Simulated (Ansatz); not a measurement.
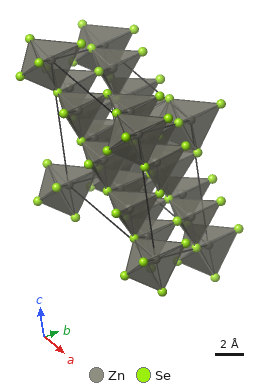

Starting structure of a defect cell of composition Zn₁₆Se₁₇ (cell charge −1). The picture is a polyhedral view of the cell of the calculation, seen slightly off an axis.

Case: Se interstitial, charge -1, atoms relaxed at the host's cell.

Level of theory: DFT PBE, scalar-relativistic, plane waves, PAW in Ansatz.

Input file:
```yaml
crystal:
  lattice:
    - [-5.7317611754, 5.7317611754, -5.7317611754]
    - [5.7317611754, -5.7317611754, -5.7317611754]
    - [-5.7317611754, -5.7317611754, 5.7317611754]
  atoms:
    - { symbol: Zn, position: [0.49431597, 0.2414301809, 0.2414301809] }
    - { symbol: Zn, position: [0.2414301809, 0.2414301809, 0.49431597] }
    - { symbol: Zn, position: [0.0028857891, 0.2585698191, 0.75] }
    - { symbol: Zn, position: [0.75, 0.0028857891, 0.2585698191] }
    - { symbol: Zn, position: [0.75, 0.2585698191, 0.0028857891] }
    - { symbol: Zn, position: [0.4971142109, 0.00568403, 0.4971142109] }
    - { symbol: Zn, position: [0.2585698191, 0.0028857891, 0.75] }
    - { symbol: Zn, position: [0.0028857891, 0.75, 0.2585698191] }
    - { symbol: Zn, position: [1.00286686, 1.00286686, 1.00286686], spin: 0.091 }
    - { symbol: Zn, position: [0.75, 0.75, 0.49713314], spin: 0.091 }
    - { symbol: Zn, position: [0.49713314, 0.75, 0.75], spin: 0.091 }
    - { symbol: Zn, position: [0.2414301809, 0.49431597, 0.2414301809] }
    - { symbol: Zn, position: [0.2585698191, 0.75, 0.0028857891] }
    - { symbol: Zn, position: [0.00568403, 0.4971142109, 0.4971142109] }
    - { symbol: Zn, position: [0.75, 0.49713314, 0.75], spin: 0.091 }
    - { symbol: Zn, position: [0.4971142109, 0.4971142109, 0.00568403] }
    - { symbol: Se, position: [0.5, 0.0, 0.25] }
    - { symbol: Se, position: [0.25, 0.0, 0.5] }
    - { symbol: Se, position: [0.0188606087, 0.0188606087, 0.75], spin: 0.091 }
    - { symbol: Se, position: [0.75, 0.75, 0.2496039189] }
    - { symbol: Se, position: [0.75, 0.0188606087, 0.0188606087], spin: 0.091 }
    - { symbol: Se, position: [0.4811393913, 0.75, 0.4811393913], spin: 0.091 }
    - { symbol: Se, position: [0.2496039189, 0.75, 0.75] }
    - { symbol: Se, position: [0.0, 0.5, 0.25] }
    - { symbol: Se, position: [0.0188606087, 0.75, 0.0188606087], spin: 0.091 }
    - { symbol: Se, position: [0.75, 0.4811393913, 0.4811393913], spin: 0.091 }
    - { symbol: Se, position: [0.4811393913, 0.4811393913, 0.75], spin: 0.091 }
    - { symbol: Se, position: [0.2503960811, 0.2503960811, 0.2503960811] }
    - { symbol: Se, position: [0.25, 0.5, 0.0] }
    - { symbol: Se, position: [0.0, 0.25, 0.5] }
    - { symbol: Se, position: [0.75, 0.2496039189, 0.75] }
    - { symbol: Se, position: [0.5, 0.25, 0.0] }
    - { symbol: Se, position: [0.75, 0.75, 0.75], spin: 0.091 }
  host:
    lattice:
      - [0.0, 2.8658805877, 2.8658805877]
      - [2.8658805877, 0.0, 2.8658805877]
      - [2.8658805877, 2.8658805877, 0.0]
    atoms:
      - { symbol: Zn, position: [0.0, 0.0, 0.0] }
      - { symbol: Se, position: [0.75, 0.75, 0.75] }
total_charge: -1
basis:
  ecutwfc: 420
  xc_grid: 2
kpoints:
  mp_grid: { grid: [2, 2, 2], shift: [0.5, 0.5, 0.5] }
hamiltonian:
  xc: pbe
scf:
  occupations: { method: gaussian, width: 0.01 }
output:
  forces: true
  stress: false
  eigenvalues: true
  populations: true
  charged_corrections:
    defect_position: [0.75, 0.75, 0.75]
    epsilon: [[10.789, 0.0, 0.0], [0.0, 10.789, 0.0], [0.0, 0.0, 10.789]]
magnetization:
  spin_polarized: true
relax:
  adjacent_minimum: "off"
  f_tol: 0.025
  max_steps: 45
```

Launched with:
```bash
ansatz run input.yaml --threads 4 --pin off --max-ram 10240MiB --backend cpu --events-out ev --progress --plain --runs-dir out
```

**Where does the relaxation end?**

The largest moves, 0.045 Å, are those of 10 atoms (Zn9, Zn10, Zn11, Zn15 and others). Zn11 goes along +a. Largest moves by element: Zn 0.045 Å, Se 0.045 Å. The cell stays as it was. Near-neighbour distances that change, for instance: Zn10–Se33 2.510 → 2.466 Å, Zn10–Se20 2.457 → 2.483 Å, Zn12–Se22 2.437 → 2.416 Å, Zn10–Se19 2.621 → 2.637 Å. Among the angles between lasting bonds that change: Zn11–Se27–Zn15 102.9° → 99.5°. Over 2 geometry steps the energy falls by 80.8 meV per cell of the calculation. Largest force component: 0.35 eV/Å at the start, 0.01 eV/Å at the end.

History of the run:

| step | E − E(0), meV/atom | largest force component, eV/Å |
| --- | --- | --- |
| 0 | 0.00 | 0.3495 |
| 1 | -2.30 | 0.0652 |
| 2 | -2.45 | 0.0101 |

Limits of the set-up: the cell is charged, on a uniform background, and energies carry no finite-size correction.
